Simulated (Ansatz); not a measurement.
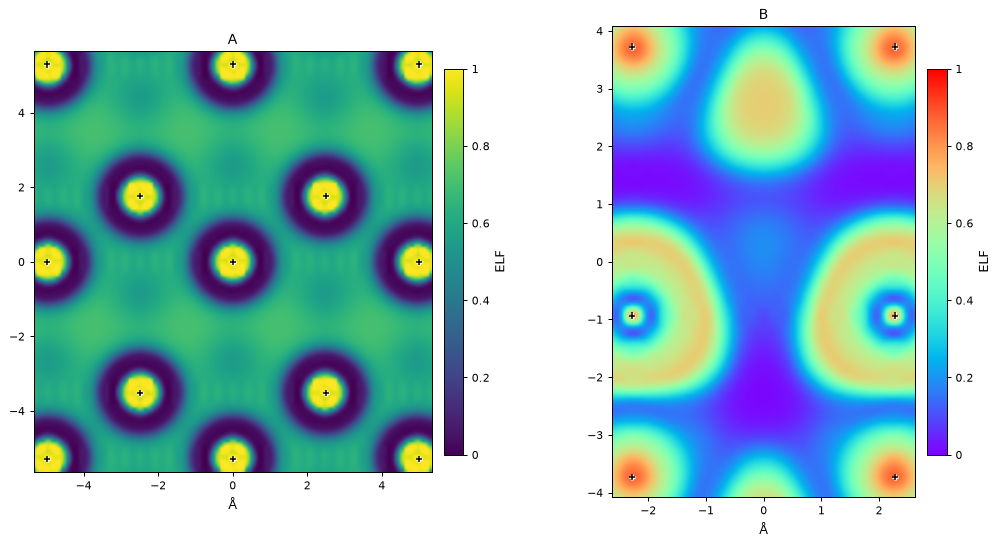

The ELF of 2 systems, each on a plane through atoms (crosses mark nuclei in the plane).

These are results of DFT, PBEsol, PAW with Ansatz's default frozen-core files, scalar-relativistic; relaxation of cell and atoms (Ansatz), not measurements.

System 1: Li, the (110) plane of the conventional cell. Space group P6₃/mmc.

```cif
data_structure
_symmetry_space_group_name_H-M 'P 1'
_symmetry_Int_Tables_number 1
_cell_length_a 3.0557
_cell_length_b 3.0557
_cell_length_c 4.9886
_cell_angle_alpha 90.000
_cell_angle_beta 90.000
_cell_angle_gamma 120.000
_cell_volume 40.34
loop_
_atom_site_label
_atom_site_type_symbol
_atom_site_fract_x
_atom_site_fract_y
_atom_site_fract_z
_atom_site_occupancy
Li1 Li 0.33333 0.66667 0.25000 1
Li2 Li 0.66667 0.33333 0.75000 1
```

System 2: AgI, the (010) plane of the conventional cell. Space group P6₃mc.

```cif
data_structure
_symmetry_space_group_name_H-M 'P 1'
_symmetry_Int_Tables_number 1
_cell_length_a 4.5591
_cell_length_b 4.5591
_cell_length_c 7.4539
_cell_angle_alpha 90.000
_cell_angle_beta 90.000
_cell_angle_gamma 120.000
_cell_volume 134.18
loop_
_atom_site_label
_atom_site_type_symbol
_atom_site_fract_x
_atom_site_fract_y
_atom_site_fract_z
_atom_site_occupancy
Ag1 Ag 0.66667 0.33333 0.62755 1
Ag2 Ag 0.33333 0.66667 0.12755 1
I1 I 0.66667 0.33333 0.00245 1
I2 I 0.33333 0.66667 0.50245 1
```

> Match each panel to its system.

Panel A is system 1, Li: the plane holds Li. Li–Li (3.06 Å): the ELF reaches about 0.55 near the midpoint. Panel B is system 2, AgI: the plane holds Ag and I. Ag–I (2.79 Å): the ELF is about 0.35 at the midpoint and 0.15 at its lowest between the atoms.
